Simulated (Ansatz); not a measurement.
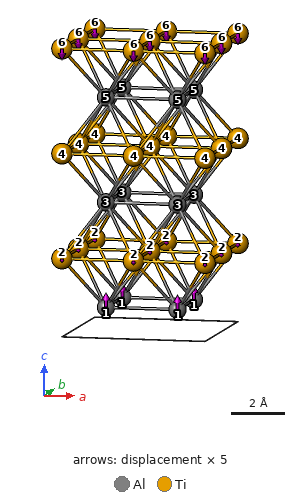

A relaxation of a slab of composition TiAl (cut from the P4/mmm phase). The starting structure is drawn; purple arrows show the displacements, 5 times their true length.

The picture is a ball-and-stick view of the 2 × 2 repeat of the cell, outlined in the plane, without the vacuum, seen slightly off an axis.

Case: (0 0 1) slab, atoms relaxed. The slab is the (0 0 1) face of TiAl.

Computed with Ansatz 0.2.0, DFT PBE, scalar-relativistic, plane waves, PAW.

The input:
```yaml
crystal:
  lattice:
    - [2.8220914054, 0.0, 0.0]
    - [0.0, 2.8220914054, 0.0]
    - [0.0, 0.0, 25.1919128126]
  atoms:
    - { symbol: Al, position: [0.5, 0.5, 0.2977145902] }
    - { symbol: Ti, position: [0.0, 0.0, 0.3786287541] }
    - { symbol: Al, position: [0.5, 0.5, 0.459542918] }
    - { symbol: Ti, position: [0.0, 0.0, 0.540457082] }
    - { symbol: Al, position: [0.5, 0.5, 0.6213712459] }
    - { symbol: Ti, position: [0.0, 0.0, 0.7022854098] }
basis:
  ecutwfc: 420
kpoints:
  mp_grid: { grid: [12, 12, 1] }
hamiltonian:
  xc: pbe
scf:
  occupations: { method: gaussian, width: 0.1 }
output:
  forces: true
  eigenvalues: true
  write_density: true
  write_potential: true
  elf: true
  volumetric_format: npy
relax:
  adjacent_minimum: "off"
  f_tol: 0.02
  max_steps: 60
efield:
  axis: 3
  dipole_correction: true
  ramp_width: 0.04
```

Launched with:
```bash
ansatz run input.yaml --threads 1 --pin off --max-ram 2560MiB --backend cpu --events-out ev --progress --plain --runs-dir out
```

> Describe the change and its energy.

The energy falls by 54.3 meV per cell of the calculation in 3 geometry steps. Largest force component: 0.44 eV/Å at the start, 0.012 eV/Å at the end. The largest move relative to the layer's centre is that of Al1, 0.12 Å along the normal (+c). Largest moves by element: Al 0.12 Å, Ti 0.09 Å. The cell stays as it was. Near-neighbour distances that change, for instance: Al1–Ti2 2.853 → 2.744 Å, Al5–Ti6 2.853 → 2.782 Å, Ti2–Al3 2.853 → 2.884 Å, Al3–Ti4 2.853 → 2.844 Å. Cost: 2.7 min on 1 thread of Intel(R) Xeon(R) Processor @ 2.50GHz (Skylake/Cascade Lake), on a shared host, peak memory 0.49 GiB.
